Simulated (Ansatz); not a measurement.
# Energy of Ge along an even scaling of the cell

System: Ge (P6₃/mmc, 2 atoms in the cell).
Method: DFT, revPBE, plane waves (420 eV) with PAW, scalar-relativistic, no spin polarisation (Ansatz 0.2.0).

The 6 runs differ only in the geometry, by an even scaling of the cell at fixed fractional positions.

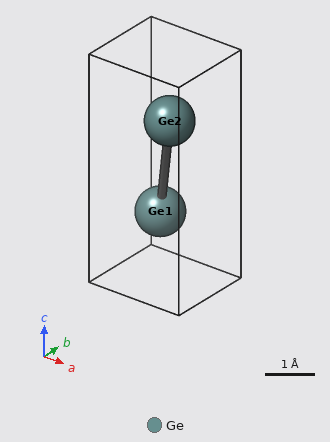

Figure 1. The structure of run 4 (ball-and-stick view of the cell of the calculation, seen slightly off an axis; atoms are numbered from 1 in the order of the input).

### Input of run 4
```yaml
crystal:
  lattice:
    - [3.1261930123, 0.0, 0.0]
    - [-1.5630965061, 2.7073625658, 0.0]
    - [0.0, 0.0, 4.8427180695]
  atoms:
    - { symbol: Ge, position: [0.3333333333, 0.6666666667, 0.25] }
    - { symbol: Ge, position: [0.6666666667, 0.3333333333, 0.75] }
hamiltonian:
  xc: revpbe
  pseudopotentials:
    kind: paw
    azcp:
      Ge: "pseudopotentials/Ge.paw.azcp"
basis:
  ecutwfc: 420
  fft_grid_basis: typed
kpoints:
  mp_grid: { grid: [13, 13, 8], shift: [0, 0, 0] }
magnetization:
  spin_polarized: false
scf:
  occupations: { method: fermi_dirac, width: 0.1 }
  lower_state_search: "off"
output:
  stress: true
```

Command:
```bash
ansatz run input.yaml --threads 2 --pin off --max-ram 5120MiB --backend cpu --events-out ev --progress --plain --runs-dir out
```

Lattice vectors (Å) and fractional positions of run 4:
```
   3.126193    0.000000    0.000000
  -1.563097    2.707363    0.000000
   0.000000    0.000000    4.842718
Ge  0.333333  0.666667  0.250000
Ge  0.666667  0.333333  0.750000
```

Run 2 differs from it as follows:
```diff
-    - [3.1261930123, 0.0, 0.0]
-    - [-1.5630965061, 2.7073625658, 0.0]
-    - [0.0, 0.0, 4.8427180695]
+    - [3.0010089043, 0.0, 0.0]
+    - [-1.5005044522, 2.5989499481, 0.0]
+    - [0.0, 0.0, 4.6487980719]
```

### Results, with one run withheld

```csv
run,volume per atom (Å³),"free energy per atom, from the lowest run given (meV)",pressure (GPa)
1,17.341,67.57,10.04
2,18.129,?,?
3,19.706,0.00,0.23
4,20.494,4.16,−1.85
5,21.282,17.54,−3.53
6,22.070,38.44,−4.92
```

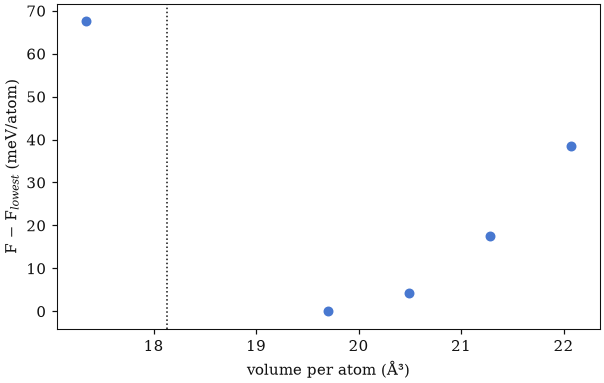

Figure 2. Free energy per atom of the runs given; the dotted line marks run 2.

Estimate the energy of run 2 from the others.

A cubic polynomial in V^(−2/3) (the Birch–Murnaghan form), fitted to the 5 runs given, misses them by at most 0.01 meV per atom. With x = V^(−2/3) − 0.13543 Å⁻², it reads F = 0.61681 − 1064.7 x + 4.2058e+05 x² + 4.5596e+05 x³ (meV per atom). At run 2 it gives 28.68 meV per atom, and the run itself gives 28.53. The slope of the fit gives a pressure −dF/dV of 6.00 GPa there, and the run prints 6.00 GPa. The fit has its minimum at 19.787 Å³ per atom, where V d²F/dV² gives 56.8 GPa. Cell shape and fractional positions are held, so this is the stiffness under even scaling; the relaxed bulk modulus wasn't computed.

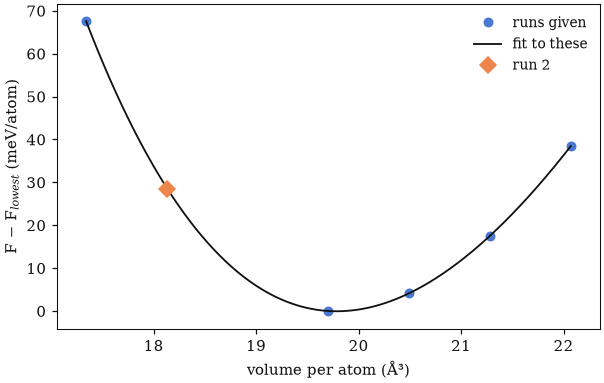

Figure 3. The fit and the withheld run.

### Output, shortened to warnings, some set-up lines, iterations and results (run 2)
```
Basis set: ecut = 420 eV, 699 PW (Γ)
Symmetry: 24 space group operations
k-points: 105 of 1352
Initial density: superposition of atomic densities (neutral atoms: chi_scale 0, normalization atom), corrected by the library's trained network
[...]
SCF iter   1: F=—  HF=-8597.359718 eV  |F-HF|=—  |Δ(HF+E_count)|=         —  Δρ=2.98e-3  dr2=1.24e-3  ethr=1.77e-3  ⟨swp⟩=4.9  Hψ=7665  notcnv=0
SCF iter   2: F=—  HF=-8597.359216 eV  |F-HF|=—  |Δ(HF+E_count)|=   5.02e-4  Δρ=1.60e-3  dr2=5.14e-4  ethr=4.44e-6  ⟨swp⟩=2.0  Hψ=4152  notcnv=0
SCF iter   3: F=—  HF=-8597.359307 eV  |F-HF|=—  |Δ(HF+E_count)|=   9.11e-5  Δρ=5.45e-4  dr2=3.72e-5  ethr=1.84e-6  ⟨swp⟩=2.9  Hψ=3252  notcnv=0
SCF iter   4: F=—  HF=-8597.359307 eV  |F-HF|=—  |Δ(HF+E_count)|=   3.96e-8  Δρ=4.57e-5  dr2=3.47e-7  ethr=1.33e-7  ⟨swp⟩=2.0  Hψ=3154  notcnv=0
SCF iter   5: F=-8597.359307 eV  HF=-8597.359307 eV  |F-HF|=4.49e-10  |Δ(HF+E_count)|=   4.12e-7  Δρ=5.05e-6  dr2=5.74e-9  ethr=1.24e-9  ⟨swp⟩=3.0  Hψ=3471  notcnv=0
SCF iter   6: F=-8597.359307 eV  HF=-8597.359307 eV  |F-HF|=5.09e-11  |Δ(HF+E_count)|=   1.16e-9  Δρ=8.67e-7  dr2=1.51e-10  ethr=2.05e-11  ⟨swp⟩=1.0  Hψ=4605  notcnv=0
SCF 1 converged in 6 iterations: F = -8597.359307 eV  dr2 = 1.51e-10
SCF converged after 6 iterations
Free energy (F): -8597.359307 eV
Harris-Foulkes:  -8597.359307 eV  (|F-HF|=5.09e-11)
Internal energy: -8597.316208 eV  (E = F + TS)
E sigma→0 (E₀):  -8597.337758 eV
Entropy (-TS):   -0.043099 eV (-21.549 meV/atom)
Fermi energy:    11.809849 eV
--- Per-component energies (eV) ---
  E_band       = -207.663284
  E_kinetic    = 221.168440
  E_local      = -4189.670363  (includes V_loc(G=0)·N_el)
  E_nonlocal   = 829.839440
  E_hartree    = 1835.360375
  E_xc         = -151.788447
  E_vxc        = -129.534033  (∫ρ·V_xc dr)
  E_paw        = -4040.248356  (= ΣΔE_a)
  E_vpaw       = -610.187677  (= ΣTr[D̂ρ^β])
  E_aug_tail   = 0.000624  (compensation charges beyond the density's cutoff)
  E_ewald      = -3101.716827
  E_core_change = -0.261096  (= ΣΔE_core)
  E_smearing   = -0.043099  (= −TS)
  E_closure    = 0.000000  (closes the sum)
  Σ components = -8597.359307   (vs F -8597.359307, Δ=0.00e0)
--- Stress (GPa, compression-positive) ---
        5.615973      -0.000000       0.000000
       -0.000000       5.615973       0.000000
        0.000000       0.000000       6.753095
  P = ⅓ Tr σ = 5.9950 GPa (59.950 kbar)
```
